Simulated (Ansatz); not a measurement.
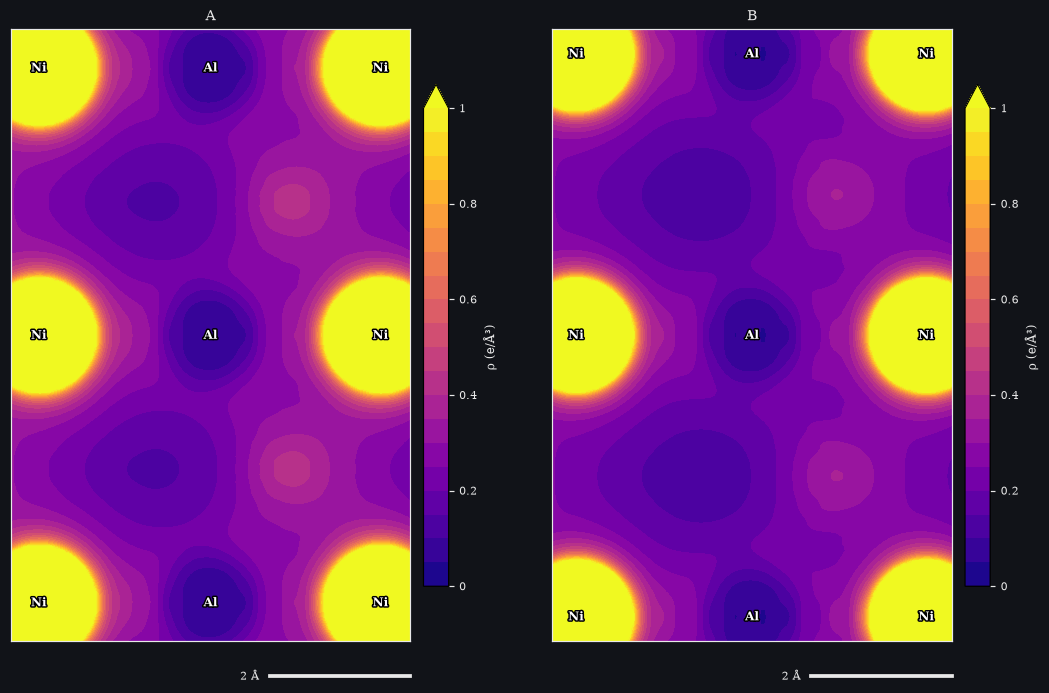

Al₃Ni₂. The valence electron density of two cells that differ in size and shape, on the (11̄0) plane of each (indices in the axes of the calculation cell), at one length scale and on one colour scale; one has 12.2 and the other 13.8 Å³ an atom.

Space group P-3m1; a structure from a database of computed crystals, not necessarily the ambient phase; computed without spin polarisation.

Theory: DFT PBEsol, scalar-relativistic, plane waves, PAW (Ansatz).

### Which panel shows the smaller cell, and what does the compression change?

Panel A is the smaller cell, by 12 % in volume. From the larger cell to the smaller, Al–Ni goes from 2.48 to 2.44 Å, and the density at its midpoint from 0.31 to 0.39 e/Å³, the ELF there from 0.40 to 0.50; the pressure goes from −3.4 to 18 GPa.
